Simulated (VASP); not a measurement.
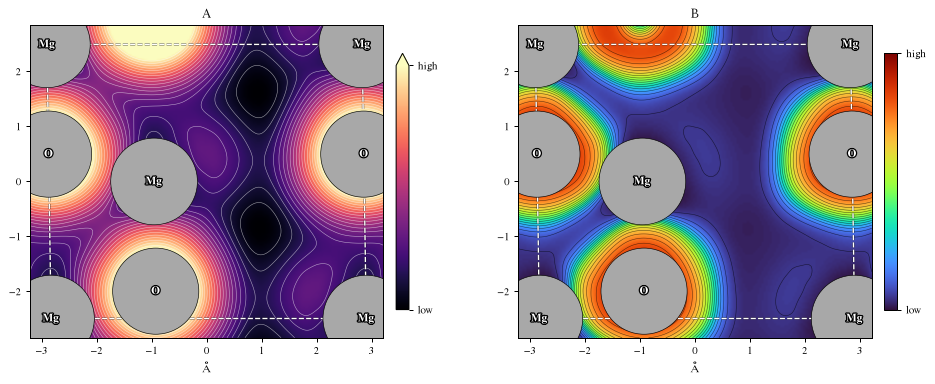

MgO: 2 fields on the (010) plane of the conventional cell, with unlabelled colour scales. Grey discs cover the atomic cores.

Space group Cm; a structure from a database of computed crystals, not necessarily the ambient phase; changed on purpose from its base cell (strain +0.0150 x Voigt [0, 0, 0, 1, 0, 0], atoms carried along); computed pressure about 3 GPa in this cell.

Level of theory: VASP, Kohn-Sham DFT of a periodic cell, PBE, VASP PAW PBE potentials, recommended.

```xyz
8
Lattice="0.0000 5.7293 0.0430 3.3078 0.0000 0.0000 0.0000 -0.0374 -4.9829" Properties=species:S:1:pos:R:3 pbc="T T T"
Mg    0.0000    1.8724   -4.9578
Mg    1.6539    4.7371   -4.9363
Mg    1.6539    0.9363   -2.4735
Mg    0.0000    3.8009   -2.4520
O     0.0000    1.8874   -2.9632
O     1.6539    4.7520   -2.9418
O     1.6539    0.9512   -0.4790
O     0.0000    3.8159   -0.4575
```

Question: Which field does each panel show? The fields are: electron localisation function and valence pseudo-density.

Answer: Panel A: valence pseudo-density. Panel B: electron localisation function. From the grid: Mg–O (1.97 Å): ρ is about 0.41 e/Å³ halfway; the ELF peaks at about 0.85 in the valence shell of O, 0.7 Å from its nucleus, and falls to about 0.50 next to Mg: an ionic contact with no shared pair.
